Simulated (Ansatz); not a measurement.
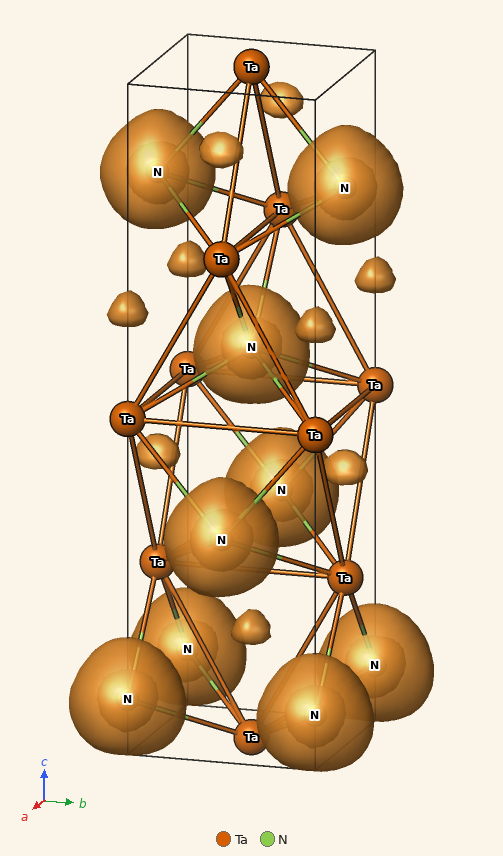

Figure 1: TaN. Isosurface of the electron localisation function at 0.7 (orange), seen slightly off an axis. Core shells and regions of very low density are left out. Sticks mark near contacts.

Space group I4₁md.

The calculation used Ansatz 0.2.0, DFT PBEsol, scalar-relativistic, plane waves, PAW.

In a PAW calculation such maps are meaningful between the atoms, not at the nuclei.

```cif
data_structure
_symmetry_space_group_name_H-M 'P 1'
_symmetry_Int_Tables_number 1
_cell_length_a 2.8883
_cell_length_b 2.8883
_cell_length_c 10.1953
_cell_angle_alpha 90.000
_cell_angle_beta 90.000
_cell_angle_gamma 90.000
_cell_volume 85.05
loop_
_atom_site_label
_atom_site_type_symbol
_atom_site_fract_x
_atom_site_fract_y
_atom_site_fract_z
_atom_site_occupancy
Ta1 Ta 0.50000 0.00000 0.25046 1
Ta2 Ta 0.00000 0.50000 0.75046 1
Ta3 Ta 0.50000 0.50000 0.00046 1
Ta4 Ta 0.00000 0.00000 0.50046 1
N1 N 0.00000 0.50000 0.33214 1
N2 N 0.50000 0.00000 0.83214 1
N3 N 0.00000 0.00000 0.08214 1
N4 N 0.50000 0.50000 0.58214 1
```

Where are the electrons localised?

The ELF exceeds this value in four regions wrapped around N (the valence shell of each) and four pockets between the atoms, centred on no nucleus (multi-centre or interstitial), counted in one cell of 8 atoms. Regions shared between cells count once.

Values along the shortest contacts:
Ta–N (2.21 Å): the ELF peaks at about 0.80 in the valence shell of N, 0.7 Å from its nucleus, and is about 0.20 at the midpoint: no localised pair shows between them. Ta–Ta (2.89 Å): the ELF is about 0.25 at the midpoint: no localised pair shows between them.

Does the calculation make it a metal, or give it a gap?

It is gapped, with a Kohn–Sham gap of 0.68 eV on the k-point mesh (the band edges may lie off the mesh, which would make the gap smaller).
